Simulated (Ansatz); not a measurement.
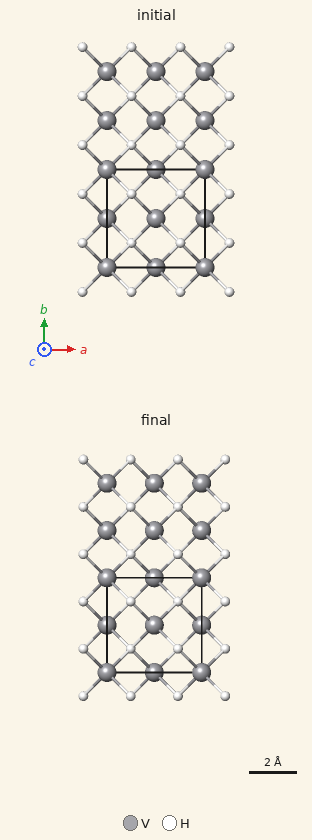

The structure of solid VH (set up in F-43m) (coarse preliminary run) before (top) and after (bottom) a relaxation, at one scale.

The picture is a ball-and-stick view of the conventional cell (4 times the calculation's cell), repeated 1 × 2 × 1 with one cell outlined, seen along the c axis. Lengths and directions refer to the drawn axes.

Case: 1 of 2 H taken out, relaxed.

All numbers below come from DFT r2SCAN, scalar-relativistic, plane waves, PAW in Ansatz 0.2.0. (plane-wave cutoff 500 eV; k-point mesh 8 × 8 × 8; occupations gaussian; smearing width 0.1 eV; collinear spin; cell and atoms relaxed; force threshold 0.0325 eV/Å; at most 70 steps)

> Summarise the run.

No atom moves by more than 0.005 Å relative to the cell. The drawn cell changes as follows: a = b = c 4.188 → 4.046 Å (−3.4 %); the volume changes by −9.8 %. Some distances before and after: V–V 2.961 → 2.861 Å, H–V 1.813 → 1.752 Å. The space group stays F-43m (No. 216). After 3 accepted moves (4 points after the start) the energy has fallen by 44.6 meV per atom. All forces vanish by symmetry, so only the cell relaxes. The pressure goes from −14.63 to −0.11 GPa. The SCF was repeated once at an unchanged geometry on a basis and grid sized afresh for the cell, which shifted the energy by 0.4 meV per atom at most. The run took 15 s on 2 threads of Intel(R) Xeon(R) Platinum 8488C (Sapphire Rapids) (shared host), peak memory 0.44 GiB.
